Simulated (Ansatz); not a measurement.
## Run report: Al3N, geometry relaxation (part 1 of 2)

Al3N (P1, 8 atoms in the cell), computed with DFT PBE, scalar-relativistic, plane waves, PAW, no spin polarisation (Ansatz 0.2.0).

The structure was made by swapping elements on the sites of another compound; it need not be a known phase. It belongs to a series of runs on one base structure; here: the structure that the rattled A15 type (Pm-3n, No. 223) fell into. Figures and captions count atoms from 1; the log counts them from 0 in places.

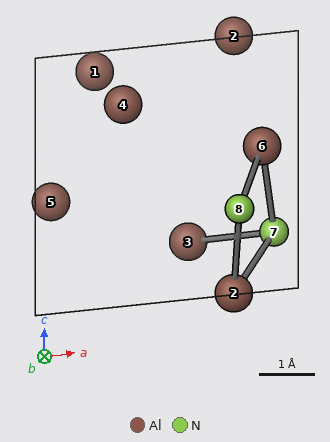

Figure 1. The input geometry (ball-and-stick view of the cell of the calculation, along the b axis; atoms are numbered from 1 in the order of the input).

The input
```yaml
crystal:
  lattice:
    - [4.852039079, 0.0, 0.0]
    - [0.581923106, 5.3121939295, 0.0]
    - [0.7713810375, 2.5313857691, 4.6666100438]
  atoms:
    - { symbol: Al, position: [0.2256858301, 0.7390914159, 0.9236334461] }
    - { symbol: Al, position: [0.7545007061, 0.437527978, 0.0058966645] }
    - { symbol: Al, position: [0.5809817603, 0.8539661177, 0.2247741564] }
    - { symbol: Al, position: [0.3336844312, 0.2977883631, 0.7842261251] }
    - { symbol: Al, position: [0.0595298139, 0.7748087254, 0.4355559461] }
    - { symbol: Al, position: [0.8621207147, 0.2223491288, 0.5660676558] }
    - { symbol: "N", position: [0.9074570248, 0.6050720771, 0.2281781447] }
    - { symbol: "N", position: [0.7760397191, 0.0693961939, 0.3316678612] }
basis:
  ecutwfc: 420
kpoints:
  mp_grid: { grid: [8, 8, 8] }
hamiltonian:
  xc: pbe
scf:
  occupations: { method: gaussian, width: 0.1 }
output:
  forces: true
  stress: true
  eigenvalues: true
  write_density: true
  write_potential: true
  elf: true
  volumetric_format: npy
relax:
  adjacent_minimum: "off"
  f_tol: 0.01
  max_steps: 80
  cell: { stress_tol: 0.05 }
```

Machine: 1 thread of Intel Xeon (Granite Rapids), 192 GiB of memory available, shared host.

Run as:
```bash
ansatz run input.yaml --threads 1 --pin off --max-ram 2560MiB --backend cpu --events-out ev --progress --plain --runs-dir out
```

The program's output
```
Engine: ansatz 0.2.0, x86_64-unknown-linux-gnu
Pseudopotentials: kind: paw
Pseudopotential: Al, paw, valence charge 3, recommended cutoff 420 eV (normal), Al.paw.azcp
Pseudopotential: N, paw, valence charge 5, recommended cutoff 420 eV (normal), N.paw.azcp
Functional definition: PBE
  parameter kappa = 0.804
  parameter beta = 0.06672455060314922
  exchange = pbe_x(kappa = kappa, mu = beta*pi^2/3)
  correlation = pbe_c(beta = beta)
Crystal: 8 atoms, lattice volume = 120.282 Å³
Basis set: ecut = 420 eV, 2341 PW (Γ), exchange–correlation on 72×72×72 points (8 copies of the dense FFT grid, shifted against one another)
Bands: 22, of which v1, the nominal top of the filled ones, is band 14 counted from 1 (13 counted from 0)
Symmetry: 1 space group operations
Space group: P1 (ITA 1), of the structure as read, at distance tolerance 4.9e-5 Å
k-points: 260 of 512 (time reversal used)
Non-local potential: Al, projectors of the file, l = 0: 2, l = 1: 2, l = 2: 1
Non-local potential: N, projectors of the file, l = 0: 2, l = 1: 2, l = 2: 1
PAW form: soft (Blöchl's): semilocal exchange-correlation on the pseudo side does not see the compensation charge
PAW one-centre angular grid: Al, 110 points (default); XC on 64 Gauss nodes
PAW one-centre angular grid: N, 110 points (default); XC on 64 Gauss nodes
Initial density: superposition of atomic densities (neutral atoms: chi_scale 0, normalization atom), corrected by the library's trained network
Initial wavefunctions: pseudopotential atomic-orbital guess
Functional: x = pbe(κ = 0.804, μ = 0.2195149727645171), c = pbe(β = 0.06672455060314922)
SCF iter   1: F=—  HF=-3995.316865 eV  |F-HF|=—  |Δ(HF+E_count)|=         —  Δρ=3.41e-3  dr2=1.61e-2  ethr=1.77e-3  ⟨swp⟩=7.2  Hψ=35296  notcnv=0  defer=4
preconditioner: auto → Kerker (q_TF=auto, 2.140 Å⁻¹)  [metal: Δε(μ)=0.017 eV  Ē_g=9.116 eV  σ=0.100 eV  W_gap=0.09  n_scr=20 (ndim 8)  ℏωp=17.9 eV  f_vac=0.000  D(μ)=1.74/eV (n_scr^D=8)]
SCF iter   2: F=—  HF=-3995.315285 eV  |F-HF|=—  |Δ(HF+E_count)|=   1.58e-3  Δρ=2.07e-3  dr2=6.03e-3  ethr=5.76e-5  ⟨swp⟩=1.0  Hψ=7800  notcnv=0  defer=5
SCF iter   3: F=—  HF=-3995.314398 eV  |F-HF|=—  |Δ(HF+E_count)|=   8.87e-4  Δρ=6.76e-4  dr2=7.04e-4  ethr=2.15e-5  ⟨swp⟩=2.0  Hψ=8836  notcnv=0  defer=5
SCF iter   4: F=—  HF=-3995.314260 eV  |F-HF|=—  |Δ(HF+E_count)|=   1.39e-4  Δρ=2.03e-4  dr2=3.52e-5  ethr=2.52e-6  ⟨swp⟩=2.4  Hψ=8774  notcnv=0  defer=5
SCF iter   5: F=—  HF=-3995.314264 eV  |F-HF|=—  |Δ(HF+E_count)|=   4.72e-6  Δρ=6.10e-5  dr2=5.57e-6  ethr=1.26e-7  ⟨swp⟩=2.6  Hψ=8873  notcnv=0  defer=5
SCF iter   6: F=—  HF=-3995.314264 eV  |F-HF|=—  |Δ(HF+E_count)|=   1.48e-7  Δρ=2.84e-5  dr2=1.25e-6  ethr=1.99e-8  ⟨swp⟩=2.0  Hψ=8297  notcnv=0  defer=5
SCF iter   7: F=—  HF=-3995.314264 eV  |F-HF|=—  |Δ(HF+E_count)|=   1.58e-7  Δρ=9.47e-6  dr2=1.52e-7  ethr=4.46e-9  ⟨swp⟩=2.0  Hψ=8186  notcnv=0  defer=5
SCF iter   8: F=-3995.314264 eV  HF=-3995.314264 eV  |F-HF|=9.53e-10  |Δ(HF+E_count)|=   7.80e-9  Δρ=1.74e-6  dr2=7.83e-9  ethr=3.57e-10  ⟨swp⟩=12.3  Hψ=34955  notcnv=0
SCF 1 converged in 8 iterations: F = -3995.314264 eV  dr2 = 7.83e-9
  greatest PAW one-centre occupation: 0.799 electrons in one spin orbital (limit 2), on the N atom at site 7 (counted from 0), in its partial waves of l = 0
relax step   1: F+E_penalty+E_count = -3995.31426401 eV  Δ(F+E_penalty+E_count) = +0.000e0 eV  max|allowed force component| = 3.812e-2 eV/Å  Δτ_max = 0.0000 Å  P = -0.022 GPa  Ω = 120.282 Å³  (8 SCF iters, dr2 threshold 1.00e-7 eV, accepted)
Crystal: 8 atoms, lattice volume = 120.135 Å³
Basis set: ecut = 420 eV, 2333 PW (Γ), exchange–correlation on 72×72×72 points (8 copies of the dense FFT grid, shifted against one another)
Initial density: handed on by an earlier stage of this run
Initial wavefunctions: those handed on with the density
iter 1 solved again at ethr=5.96e-7 eV; its pass at ethr=3.10e-3 eV (dr2=1.67e-4 eV) is discarded
SCF iter   1: F=—  HF=-3995.314943 eV  |F-HF|=—  |Δ(HF+E_count)|=         —  Δρ=2.84e-4  dr2=1.89e-4  ethr=5.96e-7  ⟨swp⟩=2.4  Hψ=33336  notcnv=0
preconditioner: auto → Kerker (q_TF=auto, 2.140 Å⁻¹)  [metal: Δε(μ)=0.010 eV  Ē_g=9.101 eV  σ=0.100 eV  W_gap=0.06  n_scr=20 (ndim 8)  ℏωp=17.9 eV  f_vac=0.000  D(μ)=1.71/eV (n_scr^D=8)]
SCF iter   2: F=—  HF=-3995.314913 eV  |F-HF|=—  |Δ(HF+E_count)|=   2.98e-5  Δρ=1.70e-4  dr2=6.87e-5  ethr=5.96e-7  ⟨swp⟩=1.0  Hψ=5720  notcnv=0
SCF iter   3: F=—  HF=-3995.314899 eV  |F-HF|=—  |Δ(HF+E_count)|=   1.43e-5  Δρ=5.30e-5  dr2=3.68e-6  ethr=2.45e-7  ⟨swp⟩=2.8  Hψ=8663  notcnv=0
SCF iter   4: F=—  HF=-3995.314898 eV  |F-HF|=—  |Δ(HF+E_count)|=   6.94e-7  Δρ=1.44e-5  dr2=3.30e-7  ethr=1.31e-8  ⟨swp⟩=2.0  Hψ=8610  notcnv=0
SCF iter   5: F=-3995.314898 eV  HF=-3995.314898 eV  |F-HF|=7.81e-9  |Δ(HF+E_count)|=   9.43e-9  Δρ=3.97e-6  dr2=2.37e-8  ethr=5.49e-10  ⟨swp⟩=8.7  Hψ=32805  notcnv=0
SCF 2 converged in 5 iterations: F = -3995.314898 eV  dr2 = 2.37e-8
relax step   2: F+E_penalty+E_count = -3995.31489802 eV  Δ(F+E_penalty+E_count) = -6.340e-4 eV  max|allowed force component| = 1.954e-2 eV/Å  Δτ_max = 0.0046 Å  P = +0.050 GPa  Ω = 120.135 Å³  energy of the carried Pulay correction = +1.826e-4 eV  (5 SCF iters, dr2 threshold 1.54e-7 eV, accepted)
Crystal: 8 atoms, lattice volume = 120.188 Å³
iter 1 solved again at ethr=9.41e-8 eV; its pass at ethr=3.10e-3 eV (dr2=2.64e-5 eV) is discarded
SCF iter   1: F=—  HF=-3995.314987 eV  |F-HF|=—  |Δ(HF+E_count)|=         —  Δρ=1.30e-4  dr2=2.82e-5  ethr=9.41e-8  ⟨swp⟩=2.2  Hψ=32888  notcnv=0
preconditioner: auto → Kerker (q_TF=auto, 2.140 Å⁻¹)  [metal: Δε(μ)=0.011 eV  Ē_g=9.100 eV  σ=0.100 eV  W_gap=0.06  n_scr=20 (ndim 8)  ℏωp=17.9 eV  f_vac=0.000  D(μ)=1.71/eV (n_scr^D=8)]
SCF iter   2: F=—  HF=-3995.314986 eV  |F-HF|=—  |Δ(HF+E_count)|=   2.81e-7  Δρ=7.69e-5  dr2=1.03e-5  ethr=9.41e-8  ⟨swp⟩=1.0  Hψ=5720  notcnv=0
SCF iter   3: F=—  HF=-3995.314984 eV  |F-HF|=—  |Δ(HF+E_count)|=   1.85e-6  Δρ=3.11e-5  dr2=1.33e-6  ethr=3.67e-8  ⟨swp⟩=2.4  Hψ=9093  notcnv=0
SCF iter   4: F=—  HF=-3995.314984 eV  |F-HF|=—  |Δ(HF+E_count)|=   2.67e-7  Δρ=6.16e-6  dr2=6.18e-8  ethr=4.74e-9  ⟨swp⟩=2.5  Hψ=9332  notcnv=0
SCF iter   5: F=-3995.314984 eV  HF=-3995.314984 eV  |F-HF|=3.67e-10  |Δ(HF+E_count)|=   1.00e-9  Δρ=1.60e-6  dr2=5.80e-9  ethr=1.73e-10  ⟨swp⟩=7.1  Hψ=28251  notcnv=0
SCF 3 converged in 5 iterations: F = -3995.314984 eV  dr2 = 5.80e-9
relax step   3: F+E_penalty+E_count = -3995.31498415 eV  Δ(F+E_penalty+E_count) = -8.613e-5 eV  max|allowed force component| = 1.182e-2 eV/Å  Δτ_max = 0.0031 Å  P = +0.012 GPa  Ω = 120.188 Å³  energy of the carried Pulay correction = +1.168e-4 eV  (5 SCF iters, dr2 threshold 4.86e-8 eV, accepted)
Crystal: 8 atoms, lattice volume = 120.183 Å³
Basis set: ecut = 420 eV, 2335 PW (Γ), exchange–correlation on 72×72×72 points (8 copies of the dense FFT grid, shifted against one another)
iter 1 solved again at ethr=2.51e-7 eV; its pass at ethr=3.10e-3 eV (dr2=7.04e-5 eV) is discarded
SCF iter   1: F=—  HF=-3995.315063 eV  |F-HF|=—  |Δ(HF+E_count)|=         —  Δρ=2.42e-4  dr2=8.00e-5  ethr=2.51e-7  ⟨swp⟩=2.5  Hψ=32579  notcnv=0
preconditioner: auto → Kerker (q_TF=auto, 2.140 Å⁻¹)  [metal: Δε(μ)=0.009 eV  Ē_g=9.099 eV  σ=0.100 eV  W_gap=0.05  n_scr=20 (ndim 8)  ℏωp=17.9 eV  f_vac=0.000  D(μ)=1.70/eV (n_scr^D=8)]
SCF iter   2: F=—  HF=-3995.315055 eV  |F-HF|=—  |Δ(HF+E_count)|=   8.20e-6  Δρ=1.39e-4  dr2=2.70e-5  ethr=2.51e-7  ⟨swp⟩=1.0  Hψ=5720  notcnv=0
SCF iter   3: F=—  HF=-3995.315048 eV  |F-HF|=—  |Δ(HF+E_count)|=   6.60e-6  Δρ=2.42e-5  dr2=7.25e-7  ethr=9.65e-8  ⟨swp⟩=2.8  Hψ=9679  notcnv=0
SCF iter   4: F=—  HF=-3995.315047 eV  |F-HF|=—  |Δ(HF+E_count)|=   7.94e-7  Δρ=1.06e-5  dr2=1.47e-7  ethr=2.59e-9  ⟨swp⟩=2.0  Hψ=9059  notcnv=0
SCF iter   5: F=-3995.315047 eV  HF=-3995.315047 eV  |F-HF|=1.70e-10  |Δ(HF+E_count)|=   1.98e-8  Δρ=2.30e-6  dr2=8.29e-9  ethr=3.12e-11  ⟨swp⟩=5.8  Hψ=32246  notcnv=0
SCF 4 converged in 5 iterations: F = -3995.315047 eV  dr2 = 8.29e-9
relax step   4: F+E_penalty+E_count = -3995.31504734 eV  Δ(F+E_penalty+E_count) = -6.319e-5 eV  max|allowed force component| = 1.463e-2 eV/Å  Δτ_max = 0.0050 Å  P = -0.009 GPa  Ω = 120.183 Å³  energy of the carried Pulay correction = +1.228e-4 eV  (5 SCF iters, dr2 threshold 8.73e-9 eV, accepted)
Crystal: 8 atoms, lattice volume = 120.152 Å³
iter 1 solved again at ethr=6.07e-8 eV; its pass at ethr=3.10e-3 eV (dr2=1.70e-5 eV) is discarded
SCF iter   1: F=—  HF=-3995.315107 eV  |F-HF|=—  |Δ(HF+E_count)|=         —  Δρ=1.22e-4  dr2=1.88e-5  ethr=6.07e-8  ⟨swp⟩=2.6  Hψ=32372  notcnv=0
preconditioner: auto → Kerker (q_TF=auto, 2.140 Å⁻¹)  [metal: Δε(μ)=0.009 eV  Ē_g=9.100 eV  σ=0.100 eV  W_gap=0.05  n_scr=20 (ndim 8)  ℏωp=17.9 eV  f_vac=0.000  D(μ)=1.69/eV (n_scr^D=8)]
SCF iter   2: F=—  HF=-3995.315109 eV  |F-HF|=—  |Δ(HF+E_count)|=   2.20e-6  Δρ=6.89e-5  dr2=6.23e-6  ethr=6.07e-8  ⟨swp⟩=1.4  Hψ=6697  notcnv=0
SCF iter   3: F=—  HF=-3995.315107 eV  |F-HF|=—  |Δ(HF+E_count)|=   2.52e-6  Δρ=1.71e-5  dr2=3.41e-7  ethr=2.22e-8  ⟨swp⟩=2.7  Hψ=9843  notcnv=0
SCF iter   4: F=—  HF=-3995.315107 eV  |F-HF|=—  |Δ(HF+E_count)|=   5.32e-8  Δρ=6.02e-6  dr2=4.80e-8  ethr=1.22e-9  ⟨swp⟩=2.0  Hψ=8784  notcnv=0
SCF iter   5: F=-3995.315107 eV  HF=-3995.315107 eV  |F-HF|=1.39e-9  |Δ(HF+E_count)|=   4.51e-9  Δρ=1.55e-6  dr2=4.31e-9  ethr=4.78e-11  ⟨swp⟩=7.0  Hψ=27439  notcnv=0
SCF 5 converged in 5 iterations: F = -3995.315107 eV  dr2 = 4.31e-9
relax step   5: F+E_penalty+E_count = -3995.31510681 eV  Δ(F+E_penalty+E_count) = -5.947e-5 eV  max|allowed force component| = 1.963e-3 eV/Å  Δτ_max = 0.0017 Å  P = +0.006 GPa  Ω = 120.152 Å³  energy of the carried Pulay correction = +1.609e-4 eV  (5 SCF iters, dr2 threshold 1.34e-8 eV, accepted)
Initial wavefunctions: pseudopotential atomic-orbital guess (no wavefunctions were taken with the density)
iter 1 solved again at ethr=1.74e-7 eV; its pass at ethr=3.10e-3 eV (dr2=4.87e-5 eV) is discarded
SCF iter   1: F=—  HF=-3995.314957 eV  |F-HF|=—  |Δ(HF+E_count)|=         —  Δρ=1.13e-5  dr2=2.32e-8  ethr=1.74e-7  ⟨swp⟩=3.0  Hψ=49613  notcnv=0
eigensolver tolerance schedule: the retry pair's looser diagonalisation over-reported the residual by 2096.79 of it (diagonalisation noise at 0.13 of the residual, at the tolerance the schedule requests for it); recorded, not acted on — ethr = c·dr2/N_el stays at c = 1.0e-1
SCF iter   2: F=—  HF=-3995.314962 eV  |F-HF|=—  |Δ(HF+E_count)|=   5.46e-6  Δρ=5.81e-6  dr2=5.51e-9  ethr=8.29e-11  ⟨swp⟩=2.8  Hψ=10291  notcnv=0
SCF iter   3: F=—  HF=-3995.314962 eV  |F-HF|=—  |Δ(HF+E_count)|=   2.96e-8  Δρ=1.96e-6  dr2=9.64e-10  ethr=1.97e-11  ⟨swp⟩=2.7  Hψ=9807  notcnv=0
SCF iter   4: F=-3995.314962 eV  HF=-3995.314962 eV  |F-HF|=0.00e0  |Δ(HF+E_count)|=   3.76e-9  Δρ=1.86e-7  dr2=7.35e-11  ethr=1.00e-12  ⟨swp⟩=5.3  Hψ=30452  notcnv=0
SCF 6 converged in 4 iterations: F = -3995.314962 eV  dr2 = 7.35e-11
relax step   6: F+E_penalty+E_count = -3995.31496225 eV  Δ(F+E_penalty+E_count) = +1.446e-4 eV  max|allowed force component| = 1.991e-3 eV/Å  Δτ_max = 0.0000 Å  P = +0.003 GPa  Ω = 120.152 Å³  stress off target by 1.51e-2 GPa  SCF on the basis re-selected at this cell (its energy is not comparable with the rows above)  (4 SCF iters)
```

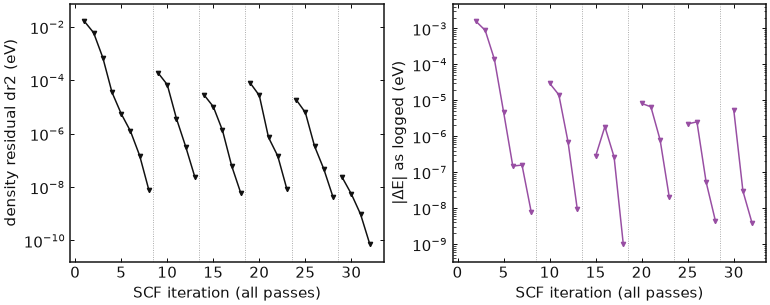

Figure 2. Convergence of the self-consistent field: density residual dr2 and size of the energy change against the SCF iteration. The dotted lines part the SCF passes of the relaxation: geometry steps, rejected trials and re-solves on a re-selected basis. The 6 passes take 4 to 8 iterations each, 32 in all.
